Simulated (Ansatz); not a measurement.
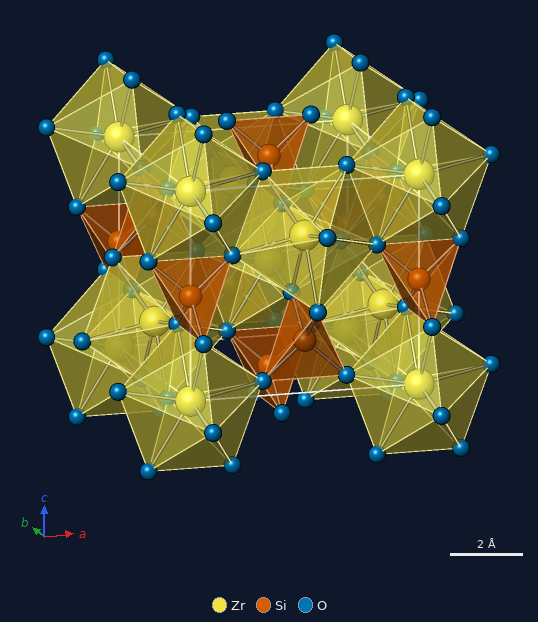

*The structure (polyhedral view of the cell 2 times as large as that of the calculation, set on its symmetry axes, seen slightly off an axis; polyhedra are completed across the faces of the cell).*

Single-point calculation, with input and output: ZrSiO4

System: ZrSiO4 (I4₁/amd, 12 atoms in the cell).
Method: DFT PBE, scalar-relativistic, plane waves, PAW, no spin polarisation (Ansatz 0.2.0).

The structure derives from a Materials Project entry. It belongs to a series of runs on one base structure; here: band edges sought over the zone.

## Input
```yaml
crystal:
  lattice:
    - [-3.3387597817, 3.3387597817, 3.0117373553]
    - [3.3387597817, -3.3387597817, 3.0117373553]
    - [3.3387597817, 3.3387597817, -3.0117373553]
  atoms:
    - { symbol: Zr, position: [0.0, 0.0, 0.0] }
    - { symbol: Zr, position: [0.75, 0.25, 0.5] }
    - { symbol: Si, position: [0.5, 0.5, 0.0] }
    - { symbol: Si, position: [0.25, 0.75, 0.5] }
    - { symbol: O, position: [0.1359051565, 0.3196650529, 0.8162401035] }
    - { symbol: O, position: [0.0696650529, 0.7534249494, 0.6837598965] }
    - { symbol: O, position: [0.0696650529, 0.3859051565, 0.3162401035] }
    - { symbol: O, position: [0.5034249494, 0.3196650529, 0.1837598965] }
    - { symbol: O, position: [0.6803349471, 0.4965750506, 0.8162401035] }
    - { symbol: O, position: [0.6140948435, 0.9303349471, 0.6837598965] }
    - { symbol: O, position: [0.2465750506, 0.9303349471, 0.3162401035] }
    - { symbol: O, position: [0.6803349471, 0.8640948435, 0.1837598965] }
basis:
  ecutwfc: 420
  xc_grid: 2
kpoints:
  mp_grid: { grid: [6, 6, 6] }
  band_path: { path: [VBM, CBM], npoints: 2 }
hamiltonian:
  xc: pbe
scf:
  occupations: { method: gaussian, width: 0.02 }
output:
  forces: true
  stress: true
  eigenvalues: true
```

Hardware: 8 threads of Arm Neoverse V1, 24 GiB of memory available, shared host.

Command:
```bash
ansatz run input.yaml --threads 8 --pin off --max-ram 16384MiB --backend cpu --events-out ev --progress --plain --runs-dir out
```

## What the program printed
```
Engine: ansatz 0.2.0, aarch64-unknown-linux-gnu
Pseudopotentials: kind: paw
Pseudopotential: Zr, paw, valence charge 12, recommended cutoff 420 eV (normal), Zr.paw.azcp
Pseudopotential: Si, paw, valence charge 4, recommended cutoff 420 eV (normal), Si.paw.azcp
Pseudopotential: O, paw, valence charge 6, recommended cutoff 420 eV (normal), O.paw.azcp
Functional definition: PBE
  parameter kappa = 0.804
  parameter beta = 0.06672455060314922
  exchange = pbe_x(kappa = kappa, mu = beta*pi^2/3)
  correlation = pbe_c(beta = beta)
Crystal: 12 atoms, lattice volume = 134.291 Å³
Basis set: ecut = 420 eV, 2595 PW (Γ), exchange–correlation on 80×80×80 points (8 copies of the dense FFT grid, shifted against one another)
Bands: 52, of which v1, the nominal top of the filled ones, is band 40 counted from 1 (39 counted from 0)
Symmetry: 16 space group operations
Space group: I41/amd (ITA 141), of the structure as read, at distance tolerance 5.1e-5 Å
k-points: 30 of 216
Non-local potential: Zr, projectors of the file, l = 0: 3, l = 1: 2, l = 2: 2, l = 3: 2
Non-local potential: Si, projectors of the file, l = 0: 2, l = 1: 2, l = 2: 2
Non-local potential: O, projectors of the file, l = 0: 2, l = 1: 2, l = 2: 1
PAW form: soft (Blöchl's): semilocal exchange-correlation on the pseudo side does not see the compensation charge
PAW one-centre angular grid: Zr, 590 points (default); XC on 64 Gauss nodes
PAW one-centre angular grid: Si, 110 points (default); XC on 64 Gauss nodes
PAW one-centre angular grid: O, 110 points (default); XC on 64 Gauss nodes
Initial density: superposition of atomic densities (neutral atoms: chi_scale 0, normalization atom), corrected by the library's trained network
Initial wavefunctions: pseudopotential atomic-orbital guess
Functional: x = pbe(κ = 0.804, μ = 0.2195149727645171), c = pbe(β = 0.06672455060314922)
SCF iter   1: F=—  HF=-14196.437688 eV  |F-HF|=—  |Δ(HF+E_count)|=         —  Δρ=2.48e-3  dr2=2.99e-3  ethr=1.77e-3  ⟨swp⟩=6.2  Hψ=6470  notcnv=0  defer=7
preconditioner: auto → Resta (q_TF=auto, 2.503 Å⁻¹)  ε∞=4.0  [insulator: Δε(μ)=4.583 eV  Ē_g=16.082 eV  σ=0.020 eV  W_gap=1.00  n_scr=42 (ndim 8)  ℏωp=27.9 eV  f_vac=0.010  D(μ)=0.00/eV (n_scr^D=0)  ε∞_Penn≈4.0]
SCF iter   2: F=—  HF=-14196.439045 eV  |F-HF|=—  |Δ(HF+E_count)|=   1.36e-3  Δρ=1.35e-3  dr2=5.77e-4  ethr=3.73e-6  ⟨swp⟩=2.0  Hψ=3198  notcnv=0  defer=162
SCF iter   3: F=—  HF=-14196.439921 eV  |F-HF|=—  |Δ(HF+E_count)|=   8.77e-4  Δρ=4.77e-4  dr2=7.14e-5  ethr=7.22e-7  ⟨swp⟩=2.2  Hψ=2397  notcnv=0  defer=162
SCF iter   4: F=—  HF=-14196.440132 eV  |F-HF|=—  |Δ(HF+E_count)|=   2.11e-4  Δρ=9.69e-5  dr2=1.28e-5  ethr=8.93e-8  ⟨swp⟩=2.0  Hψ=2590  notcnv=0  defer=162
SCF iter   5: F=—  HF=-14196.440134 eV  |F-HF|=—  |Δ(HF+E_count)|=   1.67e-6  Δρ=4.21e-5  dr2=2.82e-6  ethr=1.60e-8  ⟨swp⟩=2.0  Hψ=2285  notcnv=0  defer=162
SCF iter   6: F=-14196.440134 eV  HF=-14196.440134 eV  |F-HF|=4.89e-8  |Δ(HF+E_count)|=   2.12e-7  Δρ=6.88e-6  dr2=5.56e-8  ethr=1.25e-10  ⟨swp⟩=8.8  Hψ=7470  notcnv=0
SCF 1 converged in 6 iterations: F = -14196.440134 eV  dr2 = 5.56e-8
  greatest PAW one-centre occupation: 0.995 electrons in one spin orbital (limit 2), on the Zr atom at site 1 (counted from 0), in its partial waves of l = 0
```

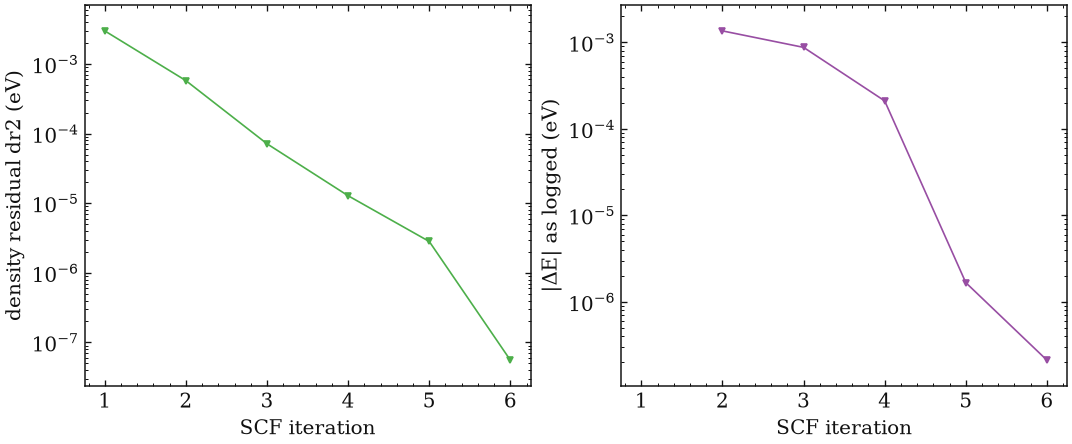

*Convergence of the self-consistent field: density residual dr2 and size of the energy change against the SCF iteration.*

The residual falls at every step.

```
NSCF: frozen V_eff on 30 k-points
NSCF: frozen V_eff on 30 k-points
NSCF: frozen V_eff on 30 k-points
NSCF: frozen V_eff on 30 k-points
NSCF: frozen V_eff on 26 k-points
NSCF: frozen V_eff on 3 k-points
NSCF: frozen V_eff on 25 k-points
NSCF: frozen V_eff on 23 k-points
NSCF: frozen V_eff on 12 k-points
NSCF: frozen V_eff on 14 k-points
NSCF: frozen V_eff on 14 k-points
NSCF: frozen V_eff on 7 k-points
NSCF: frozen V_eff on 3 k-points
SCF converged after 6 iterations
Free energy (F): -14196.440134 eV
Harris-Foulkes:  -14196.440134 eV  (|F-HF|=4.89e-8)
Internal energy: -14196.440134 eV  (E = F + TS)
E sigma→0 (E₀):  -14196.440134 eV
Fermi energy:    10.033333 eV
--- Per-component energies (eV) ---
  E_band       = -291.785782
  E_kinetic    = 2173.378929
  E_local      = -4360.450288  (includes V_loc(G=0)·N_el)
  E_nonlocal   = 582.359432
  E_hartree    = 1501.561547
  E_xc         = -1031.662213
  E_vxc        = -1238.755383  (∫ρ·V_xc dr)
  E_paw        = -8198.757077  (= ΣΔE_a)
  E_vpaw       = -451.457589  (= ΣTr[D̂ρ^β])
  E_aug_tail   = 0.020004  (compensation charges beyond the density's cutoff)
  E_ewald      = -4862.890468
  E_smearing   = -0.000000  (= −TS)
  E_closure    = 0.000000  (closes the sum)
  Σ components = -14196.440134   (vs F -14196.440134, Δ=0.00e0)
--- Forces (eV/Å), atoms counted from 1 ---
  atom   1  Zr    -0.00000000    -0.00000000     0.00000000
  atom   2  Zr     0.00000000    -0.00000000    -0.00000000
  atom   3  Si     0.00000000     0.00000000     0.00000000
  atom   4  Si    -0.00000000    -0.00000000    -0.00000000
  atom   5  O     -0.00000000    -0.00008924    -0.00028236
  atom   6  O      0.00008924    -0.00000000    -0.00028236
  atom   7  O     -0.00008924     0.00000000    -0.00028236
  atom   8  O     -0.00000000     0.00008924    -0.00028236
  atom   9  O     -0.00008924    -0.00000000     0.00028236
  atom  10  O      0.00000000     0.00008924     0.00028236
  atom  11  O      0.00000000    -0.00008924     0.00028236
  atom  12  O      0.00008924    -0.00000000     0.00028236
  max |Σ_I F_I| component: 6.99e-18 eV/Å
--- Stress (GPa, compression-positive) ---
        0.002486       0.000000       0.000000
        0.000000       0.002486       0.000000
        0.000000       0.000000      -0.002305
  P = ⅓ Tr σ = 0.0009 GPa (0.009 kbar)
--- Band table (eV; the first three rows and the last of 30) ---
  k-point 0: bands = ["-40.0102", "-39.9857", "-18.2307", "-18.2307", "-18.1239", "-18.0852", "-17.9766", "-17.9766", "-11.1239", "-10.2778", "-9.4321", "-9.2517", "-8.8890", "-8.8890", "-8.7472", "-8.7472", "0.4192", "1.9518", "2.1061", "2.6211", "2.6211", "3.2511", "3.7577", "3.8487", "4.6994", "4.7103", "4.7103", "4.8504", "5.3406", "5.3406", "6.2015", "6.2015", "6.9189", "6.9189", "6.9827", "7.0735", "7.1694", "7.1694", "7.2017", "7.7314", "12.5324", "12.9278", "12.9786", "12.9786", "13.7671", "13.9030", "14.1121", "14.2796", "14.2796", "14.6218", "15.7757", "17.0990"]
  k-point 1: bands = ["-40.0086", "-39.9873", "-18.2400", "-18.2159", "-18.1154", "-18.0949", "-17.9963", "-17.9658", "-11.0308", "-10.2804", "-9.3880", "-9.2332", "-8.9413", "-8.9190", "-8.8374", "-8.7940", "0.6157", "2.0720", "2.2693", "2.5928", "2.6126", "3.4803", "3.9023", "4.0225", "4.1328", "4.3495", "4.8689", "5.1537", "5.2391", "5.2403", "6.1695", "6.2764", "6.8359", "6.8511", "6.9081", "6.9254", "6.9860", "7.0425", "7.1993", "7.6198", "12.4706", "12.7678", "12.9719", "12.9815", "13.8672", "14.0386", "14.0818", "14.3665", "14.3912", "15.0227", "15.9698", "17.1395"]
  k-point 2: bands = ["-40.0041", "-39.9918", "-18.2418", "-18.1740", "-18.1708", "-18.0477", "-18.0393", "-17.9637", "-10.7875", "-10.3268", "-9.2672", "-9.1797", "-9.0543", "-9.0232", "-8.9952", "-8.9203", "1.1334", "2.1627", "2.6975", "2.7127", "2.7331", "3.5898", "3.7505", "3.7716", "4.2310", "4.3632", "4.6675", "4.8947", "5.2969", "5.5829", "5.7989", "6.3407", "6.4712", "6.5002", "6.6819", "6.8588", "6.8765", "6.9486", "7.1346", "7.3576", "12.3958", "12.5104", "13.0551", "13.0865", "13.6614", "13.7199", "14.4598", "14.5990", "15.2450", "15.5640", "16.1725", "16.9773"]
  k-point 29: bands = ["-39.9979", "-39.9979", "-18.2492", "-18.2492", "-18.1069", "-18.1069", "-17.9616", "-17.9616", "-10.6690", "-10.6690", "-9.3922", "-9.3922", "-8.8420", "-8.8420", "-8.8041", "-8.8041", "0.9942", "0.9942", "2.8570", "2.8570", "3.0744", "3.0744", "4.1920", "4.1920", "4.7164", "4.7164", "4.9183", "4.9183", "5.9032", "5.9032", "6.0290", "6.0290", "6.2443", "6.2443", "6.4398", "6.4398", "6.6635", "6.6635", "6.9447", "6.9447", "13.0413", "13.0413", "13.3833", "13.3833", "13.4118", "13.4118", "14.2451", "14.2451", "14.9901", "14.9901", "17.0617", "17.0617"]
```

## Summary

| quantity | value |
| --- | --- |
| outcome | converged |
| space group (tolerance 0.01 Å) | I4₁/amd (141) |
| electrons treated | 80 |
| free energy | −14196.4401 eV |
| Fermi energy | 10.033 eV |
| gap on the k-point mesh | 4.60 eV |
| gap on the band path | 4.59 eV |
| pressure | 0.00 GPa |
| largest force (length of the vector) | under 0.001 eV/Å |
| wall time | 8.7 s (CPU time 64 s) |
| peak memory | 0.71 GiB |
